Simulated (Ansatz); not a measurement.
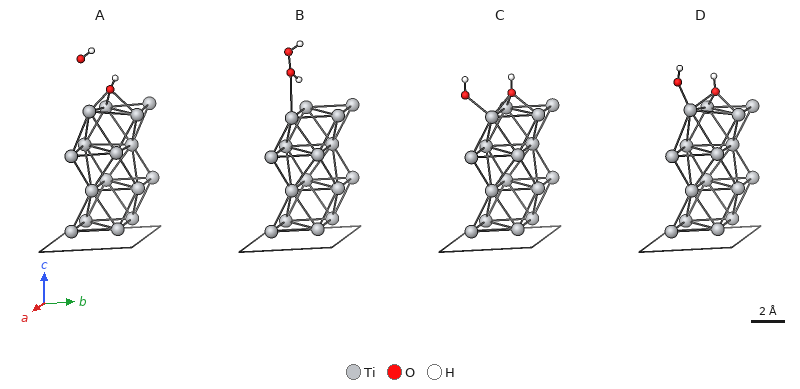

4 geometries from one constrained relaxation of a slab of composition Ti8HO (cut from the P6_3/mmc phase), in shuffled order. Style: ball-and-stick. Shown: the cell of the calculation, outlined in the plane, without the vacuum (origin shifted), slightly off an axis.

Case: 1 H2O2 a cell, upright, over a bridge Ti-Ti site. The slab is the (0 0 1) face of Ti with H2O2 on it. 8 atoms are held fixed.

Theory: DFT PBE+D3(BJ), scalar-relativistic, plane waves, PAW (Ansatz 0.2.0). (plane-wave cutoff 420 eV; k-point mesh 4 × 4 × 1; occupations gaussian; smearing width 0.1 eV; no spin polarisation; dipole correction; atoms relaxed in a fixed cell; force threshold 0.04 eV/Å; at most 100 steps)

Q: Put them in the order of the run, from the start to the converged end.

A: B, A, D, C. They are steps 0, 10, 20, 32, at +8.752 eV per cell of the calculation, +5.544 eV per cell of the calculation, +1.446 eV per cell of the calculation relative to the last. After 31 accepted moves (32 points after the start) the energy has fallen by 8.752 eV per cell of the calculation. The largest force component goes from 4.9 to 0.023 eV/Å. 1 step only repeated the SCF at the same geometry. The atom that moves furthest is an H atom (3.04 Å at 45° to the normal (−c side)). By element the largest moves are H 3.04 Å, O 3.00 Å, Ti 0.09 Å. The cell stays as it was. Some distances before and after: O–Ti 5.039 → 2.125 Å, O–Ti 4.231 → 2.061 Å, O–Ti 4.051 → 2.125 Å, O–Ti 3.922 → 2.125 Å. New bonds form, among them: O–Ti (3.45 → 2.06 Å), O–Ti (3.92 → 2.13 Å), O–Ti (4.05 → 2.13 Å), O–Ti (4.23 → 2.06 Å). Bonds break, among them: O–O (1.32 → 2.89 Å). Bond angles that change, for instance: Ti–O–H 65.2° → 128.0°. Cost: 17 min on 4 threads of Intel(R) Xeon(R) Platinum 8375C CPU @ 2.90GHz (Ice Lake), on a shared host, peak memory 2.4 GiB.

Limits of the set-up: the periodic images lie only 5.8 Å apart, so the values are limited by the cell's size.
